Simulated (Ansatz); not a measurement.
MoS₂: geometry relaxation

MoS₂ (3 atoms in the cell), computed with DFT PBE+D3(BJ), scalar-relativistic, plane waves, PAW, no spin polarisation (Ansatz 0.2.0).

The structure derives from an entry of the Crystallography Open Database.

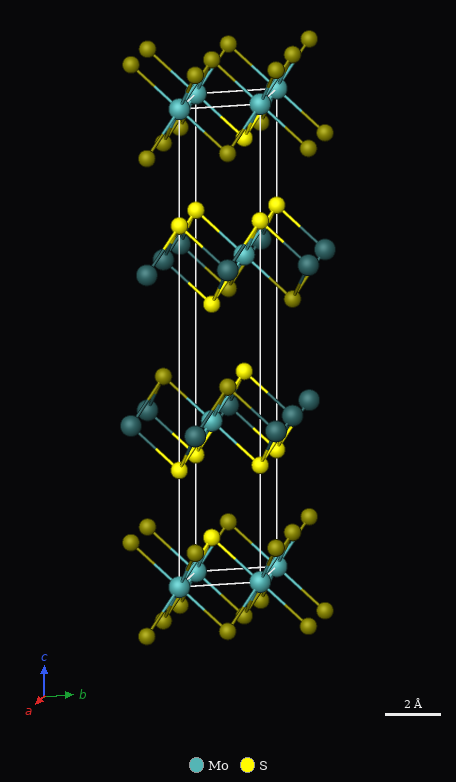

**Figure 1.** The starting structure (ball-and-stick view of the cell 3 times as large as that of the calculation, set on its symmetry axes, seen slightly off an axis; neighbours outside the cell are drawn fainter). An atom can appear more than once, as a periodic image. Near neighbours in the periodic cell (some may lie outside the picture): Mo has 6 S at 2.42 Å; S has 3 Mo at 2.42 Å.

### The input
```yaml
crystal:
  lattice:
    - [1.5709876361, 0.9070101346, 5.9683061777]
    - [-1.5709876361, 0.9070101346, 5.9683061777]
    - [0.0, -1.8140202692, 5.9683061777]
  atoms:
    - { symbol: Mo, position: [0.0, 0.0, 0.0] }
    - { symbol: S, position: [0.7558003499, 0.7558003499, 0.7558003499] }
    - { symbol: S, position: [0.2441996501, 0.2441996501, 0.2441996501] }
basis:
  ecutwfc: 420
kpoints:
  mp_grid: { grid: [18, 18, 18] }
hamiltonian:
  xc: pbe
  dispersion: d3bj
scf:
  occupations: { method: gaussian, width: 0.1 }
output:
  forces: true
  stress: true
  eigenvalues: true
relax:
  adjacent_minimum: "off"
  f_tol: 0.005
  max_steps: 80
  cell: { stress_tol: 0.05 }
```

Run as:
```bash
ansatz run input.yaml --threads 4 --pin off --max-ram 10240MiB --backend cpu --events-out ev --progress --plain --runs-dir out
```

### The program's output
```
basis.fft_grid_basis auto: the FFT boxes are laid along the combinations [[1, 0, -1], [0, 1, -1], [0, 0, 1]] of the cell's own vectors, 3.142, 3.142 and 6.238 Å long. The dense box has 24×24×45 points. Along the cell's own vectors, as sized, it would have 45×45×45, 3.52 times as many. Of the 12 symmetry operations that the crystal satisfies within crystal.symmetry.tolerance (time reversal apart; of a slab, those that keep its plane) the dense box along the cell's own vectors carries 12, and the one as laid loses 8 of those. basis.fft_grid_basis: typed keeps the cell's own vectors: state it where this run's energies or levels are differenced outside the engine with another run's, or held beside a run that keeps those vectors.
Engine: ansatz 0.2.0, x86_64-unknown-linux-gnu
Pseudopotentials: kind: paw
Pseudopotential: Mo, paw, valence charge 14, recommended cutoff 420 eV (normal), Mo.paw.azcp
Pseudopotential: S, paw, valence charge 6, recommended cutoff 420 eV (normal), S.paw.azcp
Functional definition: PBE
  parameter kappa = 0.804
  parameter beta = 0.06672455060314922
  exchange = pbe_x(kappa = kappa, mu = beta*pi^2/3)
  correlation = pbe_c(beta = beta)
Crystal: 3 atoms, lattice volume = 51.025 Å³
Basis set: ecut = 420 eV, 997 PW (Γ), FFT grids on a1−a3, a2−a3, a3, exchange–correlation on 48×48×90 points (8 copies of the dense FFT grid, shifted against one another)
Bands: 17, of which v1, the nominal top of the filled ones, is band 13 counted from 1 (12 counted from 0)
Symmetry: 12 space group operations
Space group: R-3m (ITA 166), of the structure as read, at distance tolerance 3.7e-5 Å
k-points: 580 of 5832
Non-local potential: Mo, projectors of the file, l = 0: 3, l = 1: 2, l = 2: 2, l = 3: 1
Non-local potential: S, projectors of the file, l = 0: 2, l = 1: 2, l = 2: 2
PAW form: soft (Blöchl's): semilocal exchange-correlation on the pseudo side does not see the compensation charge
PAW one-centre angular grid: Mo, 590 points (default); XC on 64 Gauss nodes
PAW one-centre angular grid: S, 110 points (default); XC on 64 Gauss nodes
Initial density: superposition of atomic densities (neutral atoms: chi_scale 0, normalization atom), corrected by the library's trained network
Initial wavefunctions: pseudopotential atomic-orbital guess
Functional: x = pbe(κ = 0.804, μ = 0.2195149727645171), c = pbe(β = 0.06672455060314922)
SCF iter   1: F=—  HF=-6763.267513 eV  |F-HF|=—  |Δ(HF+E_count)|=         —  Δρ=5.02e-3  dr2=3.05e-2  ethr=1.77e-3  ⟨swp⟩=5.2  Hψ=52474  notcnv=0
preconditioner: auto → Kerker (q_TF=auto, 2.438 Å⁻¹)  [metal: Δε(μ)=0.013 eV  Ē_g=8.040 eV  σ=0.100 eV  W_gap=0.07  n_scr=16 (ndim 8)  ℏωp=22.1 eV  f_vac=0.002  D(μ)=0.90/eV (n_scr^D=2)]
SCF iter   2: F=—  HF=-6763.265338 eV  |F-HF|=—  |Δ(HF+E_count)|=   2.18e-3  Δρ=2.66e-3  dr2=1.05e-2  ethr=1.17e-4  ⟨swp⟩=1.0  Hψ=14500  notcnv=0
SCF iter   3: F=—  HF=-6763.264496 eV  |F-HF|=—  |Δ(HF+E_count)|=   8.42e-4  Δρ=4.35e-4  dr2=4.57e-4  ethr=4.04e-5  ⟨swp⟩=1.6  Hψ=12152  notcnv=0
SCF iter   4: F=—  HF=-6763.264425 eV  |F-HF|=—  |Δ(HF+E_count)|=   7.12e-5  Δρ=1.80e-4  dr2=2.11e-5  ethr=1.76e-6  ⟨swp⟩=2.0  Hψ=13504  notcnv=0
SCF iter   5: F=—  HF=-6763.264464 eV  |F-HF|=—  |Δ(HF+E_count)|=   3.90e-5  Δρ=5.44e-5  dr2=2.45e-6  ethr=8.11e-8  ⟨swp⟩=2.2  Hψ=14045  notcnv=0
SCF iter   6: F=—  HF=-6763.264465 eV  |F-HF|=—  |Δ(HF+E_count)|=   1.60e-6  Δρ=1.51e-5  dr2=1.20e-7  ethr=9.44e-9  ⟨swp⟩=2.0  Hψ=14642  notcnv=0
SCF iter   7: F=-6763.264466 eV  HF=-6763.264466 eV  |F-HF|=6.32e-9  |Δ(HF+E_count)|=   1.71e-7  Δρ=3.37e-6  dr2=6.61e-9  ethr=3.85e-10  ⟨swp⟩=5.0  Hψ=38324  notcnv=0
SCF 1 converged in 7 iterations: F = -6763.264466 eV  dr2 = 6.61e-9
  greatest PAW one-centre occupation: 0.998 electrons in one spin orbital (limit 2), on the Mo atom at site 0 (counted from 0), in its partial waves of l = 0
relax step   1: F+E_penalty+E_count = -6763.26446567 eV  Δ(F+E_penalty+E_count) = +0.000e0 eV  max|allowed force component| = 5.889e-2 eV/Å  Δτ_max = 0.0000 Å  P = -0.091 GPa  Ω = 51.025 Å³  (7 SCF iters, dr2 threshold 1.00e-7 eV, accepted)
Crystal: 3 atoms, lattice volume = 50.294 Å³
Basis set: ecut = 420 eV, 979 PW (Γ), FFT grids on a1−a3, a2−a3, a3, exchange–correlation on 48×48×90 points (8 copies of the dense FFT grid, shifted against one another)
Initial density: handed on by an earlier stage of this run
Initial wavefunctions: those handed on with the density
iter 1 solved again at ethr=8.27e-6 eV; its pass at ethr=3.10e-3 eV (dr2=2.15e-3 eV) is discarded
SCF iter   1: F=—  HF=-6763.265087 eV  |F-HF|=—  |Δ(HF+E_count)|=         —  Δρ=1.49e-3  dr2=2.10e-3  ethr=8.27e-6  ⟨swp⟩=2.0  Hψ=56962  notcnv=0
preconditioner: auto → Kerker (q_TF=auto, 2.444 Å⁻¹)  [metal: Δε(μ)=0.013 eV  Ē_g=8.044 eV  σ=0.100 eV  W_gap=0.07  n_scr=16 (ndim 8)  ℏωp=22.2 eV  f_vac=0.001  D(μ)=0.77/eV (n_scr^D=2)]
SCF iter   2: F=—  HF=-6763.264840 eV  |F-HF|=—  |Δ(HF+E_count)|=   2.47e-4  Δρ=8.24e-4  dr2=7.25e-4  ethr=8.09e-6  ⟨swp⟩=1.0  Hψ=9860  notcnv=0
SCF iter   3: F=—  HF=-6763.264709 eV  |F-HF|=—  |Δ(HF+E_count)|=   1.31e-4  Δρ=1.71e-4  dr2=4.72e-5  ethr=2.79e-6  ⟨swp⟩=2.5  Hψ=13203  notcnv=0
SCF iter   4: F=—  HF=-6763.264715 eV  |F-HF|=—  |Δ(HF+E_count)|=   6.46e-6  Δρ=6.18e-5  dr2=1.58e-6  ethr=1.82e-7  ⟨swp⟩=2.0  Hψ=13765  notcnv=0
iter 5 did not close the SCF: its close was put off for the readings that it lacked (scf_convergence_deferred on its scf_iter line)
SCF iter   5: F=-6763.264716 eV  HF=-6763.264716 eV  |F-HF|=2.21e-8  |Δ(HF+E_count)|=   1.08e-6  Δρ=1.22e-5  dr2=2.10e-7  ethr=6.06e-9  ⟨swp⟩=2.0  Hψ=14365  notcnv=0
SCF iter   6: F=-6763.264717 eV  HF=-6763.264717 eV  |F-HF|=6.23e-9  |Δ(HF+E_count)|=   1.29e-7  Δρ=2.67e-6  dr2=3.92e-9  ethr=8.07e-10  ⟨swp⟩=2.9  Hψ=36020  notcnv=0
SCF 2 converged in 6 iterations: F = -6763.264717 eV  dr2 = 3.92e-9
relax step   2: F+E_penalty+E_count = -6763.26471654 eV  Δ(F+E_penalty+E_count) = -2.509e-4 eV  max|allowed force component| = 4.761e-2 eV/Å  Δτ_max = 0.0199 Å  P = +0.150 GPa  Ω = 50.294 Å³  energy of the carried Pulay correction = +9.103e-5 eV  (6 SCF iters, dr2 threshold 2.17e-7 eV, accepted)
Crystal: 3 atoms, lattice volume = 50.669 Å³
iter 1 solved again at ethr=1.90e-6 eV; its pass at ethr=3.10e-3 eV (dr2=4.95e-4 eV) is discarded
SCF iter   1: F=—  HF=-6763.265340 eV  |F-HF|=—  |Δ(HF+E_count)|=         —  Δρ=7.63e-4  dr2=4.42e-4  ethr=1.90e-6  ⟨swp⟩=2.0  Hψ=56920  notcnv=0
preconditioner: auto → Kerker (q_TF=auto, 2.441 Å⁻¹)  [metal: Δε(μ)=0.006 eV  Ē_g=8.032 eV  σ=0.100 eV  W_gap=0.03  n_scr=16 (ndim 8)  ℏωp=22.1 eV  f_vac=0.002  D(μ)=0.81/eV (n_scr^D=2)]
SCF iter   2: F=—  HF=-6763.265282 eV  |F-HF|=—  |Δ(HF+E_count)|=   5.79e-5  Δρ=4.28e-4  dr2=1.54e-4  ethr=1.70e-6  ⟨swp⟩=1.0  Hψ=9860  notcnv=0
SCF iter   3: F=—  HF=-6763.265277 eV  |F-HF|=—  |Δ(HF+E_count)|=   5.21e-6  Δρ=8.90e-5  dr2=1.21e-5  ethr=5.92e-7  ⟨swp⟩=2.4  Hψ=13157  notcnv=0
SCF iter   4: F=—  HF=-6763.265275 eV  |F-HF|=—  |Δ(HF+E_count)|=   1.35e-6  Δρ=3.50e-5  dr2=6.04e-7  ethr=4.66e-8  ⟨swp⟩=2.0  Hψ=13755  notcnv=0
iter 5 did not close the SCF: its close was put off for the readings that it lacked (scf_convergence_deferred on its scf_iter line)
SCF iter   5: F=-6763.265276 eV  HF=-6763.265276 eV  |F-HF|=1.29e-8  |Δ(HF+E_count)|=   3.14e-7  Δρ=7.20e-6  dr2=9.08e-8  ethr=2.32e-9  ⟨swp⟩=2.1  Hψ=14250  notcnv=0
SCF iter   6: F=-6763.265276 eV  HF=-6763.265276 eV  |F-HF|=2.05e-9  |Δ(HF+E_count)|=   3.25e-8  Δρ=1.70e-6  dr2=2.32e-9  ethr=3.49e-10  ⟨swp⟩=2.7  Hψ=35059  notcnv=0
SCF 3 converged in 6 iterations: F = -6763.265276 eV  dr2 = 2.32e-9
relax step   3: F+E_penalty+E_count = -6763.26527558 eV  Δ(F+E_penalty+E_count) = -5.590e-4 eV  max|allowed force component| = 3.052e-3 eV/Å  Δτ_max = 0.0104 Å  P = +0.007 GPa  Ω = 50.669 Å³  energy of the carried Pulay correction = +4.414e-5 eV  (6 SCF iters, dr2 threshold 1.61e-7 eV, accepted)
Initial wavefunctions: pseudopotential atomic-orbital guess (no wavefunctions were taken with the density)
iter 1 solved again at ethr=1.72e-7 eV; its pass at ethr=3.10e-3 eV (dr2=4.48e-5 eV) is discarded
SCF iter   1: F=—  HF=-6763.265205 eV  |F-HF|=—  |Δ(HF+E_count)|=         —  Δρ=9.66e-6  dr2=9.71e-9  ethr=1.72e-7  ⟨swp⟩=3.2  Hψ=80101  notcnv=0
eigensolver tolerance schedule: the retry pair's looser diagonalisation over-reported the residual by 4619.41 of it (diagonalisation noise at 0.35 of the residual, at the tolerance the schedule requests for it); recorded, not acted on — ethr = c·dr2/N_el stays at c = 1.0e-1
SCF iter   2: F=—  HF=-6763.265231 eV  |F-HF|=—  |Δ(HF+E_count)|=   2.63e-5  Δρ=5.23e-6  dr2=2.88e-9  ethr=3.73e-11  ⟨swp⟩=3.1  Hψ=20470  notcnv=0
SCF iter   3: F=—  HF=-6763.265231 eV  |F-HF|=—  |Δ(HF+E_count)|=   2.74e-9  Δρ=5.70e-7  dr2=2.16e-10  ethr=1.11e-11  ⟨swp⟩=2.0  Hψ=17060  notcnv=0
SCF iter   4: F=—  HF=-6763.265231 eV  |F-HF|=—  |Δ(HF+E_count)|=  2.11e-10  Δρ=3.65e-7  dr2=9.16e-11  ethr=1.00e-12  ⟨swp⟩=2.0  Hψ=12707  notcnv=0
iter 5 did not close the SCF: its close was put off for the readings that it lacked (scf_convergence_deferred on its scf_iter line)
SCF iter   5: F=-6763.265231 eV  HF=-6763.265231 eV  |F-HF|=0.00e0  |Δ(HF+E_count)|=  1.07e-10  Δρ=6.44e-8  dr2=4.43e-12  ethr=1.00e-12  ⟨swp⟩=2.0  Hψ=13405  notcnv=0
SCF iter   6: F=-6763.265231 eV  HF=-6763.265231 eV  |F-HF|=1.82e-12  |Δ(HF+E_count)|=  9.09e-13  Δρ=1.82e-8  dr2=4.31e-13  ethr=1.00e-12  ⟨swp⟩=4.1  Hψ=41526  notcnv=0
SCF 4 converged in 6 iterations: F = -6763.265231 eV  dr2 = 4.31e-13
relax step   4: F+E_penalty+E_count = -6763.26523136 eV  Δ(F+E_penalty+E_count) = +4.423e-5 eV  max|allowed force component| = 3.061e-3 eV/Å  Δτ_max = 0.0000 Å  P = +0.007 GPa  Ω = 50.669 Å³  stress off target by 3.63e-2 GPa  SCF on the basis re-selected at this cell (its energy is not comparable with the rows above)  (6 SCF iters)
```

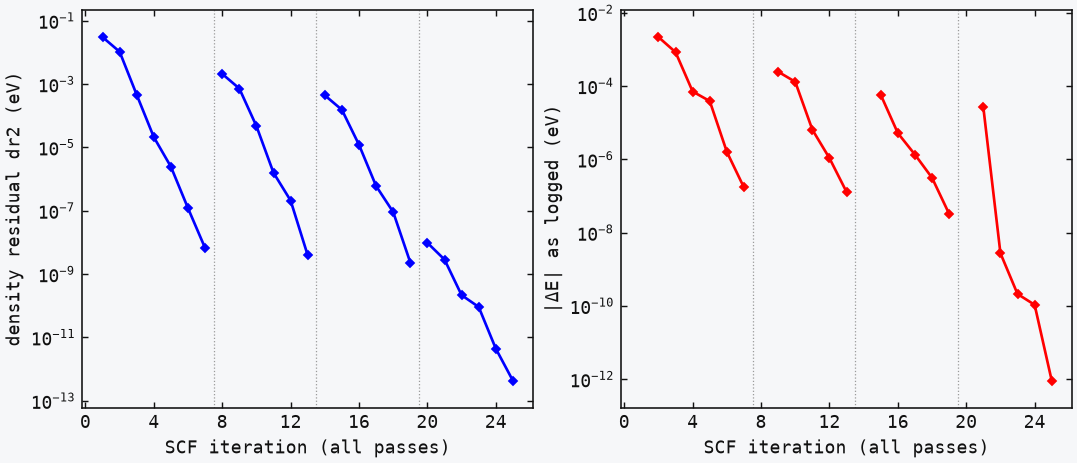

**Figure 2.** Convergence of the self-consistent field: density residual dr2 and size of the energy change against the SCF iteration. The dotted lines part the SCF passes of the relaxation: geometry steps, rejected trials and re-solves on a re-selected basis. The passes take 7, 6, 6 and 6 iterations.

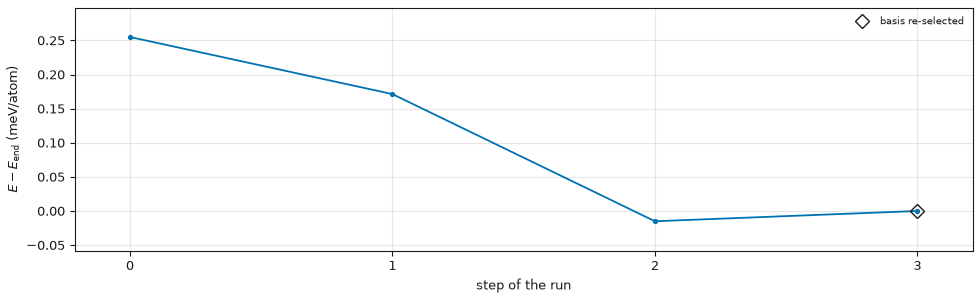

**Figure 3.** Progress of the relaxation, step by step (the first geometry is step 0 here and step 1 in the log). The energy falls by 0.3 meV per atom in 2 geometry steps. Largest force component: 0.059 eV/Å at the start, 0.0031 eV/Å at the end. The pressure goes from −0.09 to 0.01 GPa. The largest moves relative to the cell, 0.009 Å, are those of S2 and S3. Mo stays in place. Cell: a = b 3.142 → 3.133 Å (−0.3 %), c 17.905 → 17.877 Å (−0.2 %). Volume −0.7 %. The space group stays R-3m (No. 166). A last SCF at the same geometry on a re-selected plane-wave basis shifts the energy by +0.0 meV per atom. (Atoms are counted from 1 in the order of the input.)

```
basis re-selected at this cell: Δ(F+E_penalty+E_count) = +4.423e-5 eV, ΔP = +0.000 GPa vs the last step (what re-selecting the basis moved, of the pressure what is left beyond the Pulay correction that the steps carried, after the strain that the cell walked since its last selection, with what the two solves' SCF thresholds leave and, on support functions, any second-order correction that the steps lacked; it is no measure of the basis error at this ecutwfc). This SCF's stress stands 3.63e-2 GPa from its target on what of the cell is left free (relax.cell.stress_tol is 5.00e-2 GPa) and its largest allowed force component is 3.06e-3 eV/Å (relax.f_tol is 5.00e-3 eV/Å): within both
SCF converged after 6 iterations
Free energy (F): -6763.265231 eV
Harris-Foulkes:  -6763.265231 eV  (|F-HF|=1.82e-12)
Internal energy: -6763.261159 eV  (E = F + TS)
E sigma→0 (E₀):  -6763.263195 eV
Entropy (-TS):   -0.004072 eV (-1.357 meV/atom)
Fermi energy:    11.996244 eV
--- Per-component energies (eV) ---
  E_band       = -131.746953
  E_kinetic    = 656.626943
  E_local      = -1769.164962  (includes V_loc(G=0)·N_el)
  E_nonlocal   = 199.632236
  E_hartree    = 669.910658
  E_xc         = -378.585778
  E_vxc        = -405.171237  (∫ρ·V_xc dr)
  E_paw        = -4401.633602  (= ΣΔE_a)
  E_vpaw       = -153.491312  (= ΣTr[D̂ρ^β])
  E_aug_tail   = 0.000044  (compensation charges beyond the density's cutoff)
  E_ewald      = -1738.697300
  E_disp       = -1.349398  (pairwise vdW)
  E_smearing   = -0.004072  (= −TS)
  E_closure    = 0.000000  (closes the sum)
  Σ components = -6763.265231   (vs F -6763.265231, Δ=0.00e0)
--- Forces (eV/Å), atoms counted from 1 ---
  atom   1  Mo    -0.00000000    -0.00000000     0.00000000
  atom   2  S     -0.00000000     0.00000000     0.00306126
  atom   3  S      0.00000000    -0.00000000    -0.00306126
  max |Σ_I F_I| component: 1.16e-18 eV/Å
--- Stress (GPa, compression-positive) ---
       -0.008021       0.000000       0.000000
        0.000000      -0.008021       0.000000
        0.000000       0.000000       0.036345
  P = ⅓ Tr σ = 0.0068 GPa (0.068 kbar)
--- Band table (eV; the first three rows and the last of 580) ---
  k-point 0: bands = ["-49.6991", "-23.7954", "-23.6329", "-23.6329", "-3.2521", "-1.5226", "4.7704", "8.2860", "8.2860", "10.4211", "10.5749", "11.1824", "11.1824", "12.0509", "12.0509", "15.1578", "15.1578"]
  k-point 1: bands = ["-49.6978", "-23.7928", "-23.6461", "-23.6359", "-3.1999", "-1.5107", "4.8401", "8.1461", "8.3145", "10.3881", "10.6213", "10.9628", "10.9831", "12.0932", "12.2445", "14.9996", "15.1227"]
  k-point 2: bands = ["-49.6938", "-23.7853", "-23.6842", "-23.6446", "-3.0464", "-1.4751", "5.0408", "7.8207", "8.3859", "10.1099", "10.3772", "10.6420", "10.8904", "12.1458", "12.5704", "14.7370", "15.0433"]
  k-point 579: bands = ["-49.6991", "-23.7955", "-23.6329", "-23.6329", "-2.7611", "-2.2536", "6.2099", "7.6970", "8.3211", "8.3211", "11.2054", "11.2054", "11.8476", "11.8476", "11.8825", "15.3634", "15.3634"]
--- Relaxed structure (3 steps of the walk, 3 accepted, 1 SCFs on fresh bases) ---
  F+E_penalty+E_count = -6763.26523136 eV   max|allowed force component| = 3.061e-3 eV/Å   (the final SCF, on the basis selected at the relaxed cell)
  cell:  # Å, volume = 50.6693 Å³
    - [1.5667288591434245, 0.9045513285736122, 5.958901340831377]
    - [-1.5667288591434245, 0.9045513285736122, 5.958901340831377]
    - [-1.2559112200961263e-34, -1.8091026571472244, 5.958901340831377]
  atoms:
    - { symbol: Mo, position: [-1.2918040539306986e-19, -1.2918040539306998e-19, -1.2918040539306901e-19] }
    - { symbol: S, position: [0.756330458875544, 0.756330458875544, 0.756330458875544] }
    - { symbol: S, position: [0.2436695411244562, 0.2436695411244562, 0.2436695411244562] }
```

### Trajectory as extended XYZ (Å, eV, eV/Å), 4 frames, from step=1 to step=4
```
3
Lattice="1.5710 0.9070 5.9683 -1.5710 0.9070 5.9683 0.0000 -1.8140 5.9683" Properties=species:S:1:pos:R:3:forces:R:3 step=1 energy=-6763.26447 pressure_GPa=-0.09
Mo    0.0000    0.0000    0.0000    0.0000   0.0000   0.0000
S     0.0000    0.0000   13.5325    0.0000   0.0000   0.0589
S     0.0000    0.0000    4.3724    0.0000   0.0000  -0.0589
3
Lattice="1.5634 0.9026 5.9399 -1.5634 0.9026 5.9399 0.0000 -1.8053 5.9399" Properties=species:S:1:pos:R:3:forces:R:3 step=2 energy=-6763.26472 pressure_GPa=0.15
Mo    0.0000    0.0000    0.0000    0.0000   0.0000   0.0000
S     0.0000    0.0000   13.4879    0.0000   0.0000  -0.0476
S     0.0000    0.0000    4.3318    0.0000   0.0000   0.0476
3
Lattice="1.5667 0.9046 5.9589 -1.5667 0.9046 5.9589 0.0000 -1.8091 5.9589" Properties=species:S:1:pos:R:3:forces:R:3 step=3 energy=-6763.26528 pressure_GPa=0.01
Mo    0.0000    0.0000    0.0000    0.0000   0.0000   0.0000
S     0.0000    0.0000   13.5207    0.0000   0.0000   0.0031
S     0.0000    0.0000    4.3560    0.0000   0.0000  -0.0031
3
Lattice="1.5667 0.9046 5.9589 -1.5667 0.9046 5.9589 0.0000 -1.8091 5.9589" Properties=species:S:1:pos:R:3:forces:R:3 step=4 energy=-6763.26523 pressure_GPa=0.01
Mo    0.0000    0.0000    0.0000    0.0000   0.0000   0.0000
S     0.0000    0.0000   13.5207    0.0000   0.0000   0.0031
S     0.0000    0.0000    4.3560    0.0000   0.0000  -0.0031
```

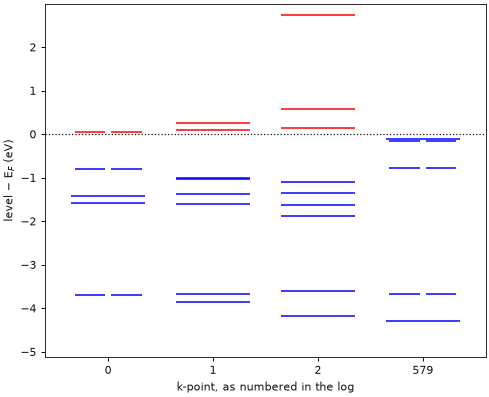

**Figure 4.** Kohn–Sham levels near the Fermi level (dotted) at the few k-points that the log prints; levels within 0.02 eV of each other stand side by side. The system is metallic on the full mesh.

### Key numbers

| quantity | value |
| --- | --- |
| outcome | converged |
| space group (tolerance 0.01 Å) | R-3m (166) |
| electrons treated | 26 |
| free energy | −6763.2652 eV |
| Fermi energy | 11.996 eV |
| gap on the k-point mesh | none (metallic) |
| pressure | 0.01 GPa |
| final volume | 50.67 Å³ |
| largest force (length of the vector) at the end | 0.003 eV/Å |
| final cell | a = 6.227 Å, b = 6.227 Å, c = 6.227 Å, α = 29.14°, β = 29.14°, γ = 29.14° |
| hardware | 4 threads of Intel Xeon (Granite Rapids), 192 GiB of memory available, shared host |
| wall time | 14 s (CPU time 52 s) |
| peak memory | 0.77 GiB |
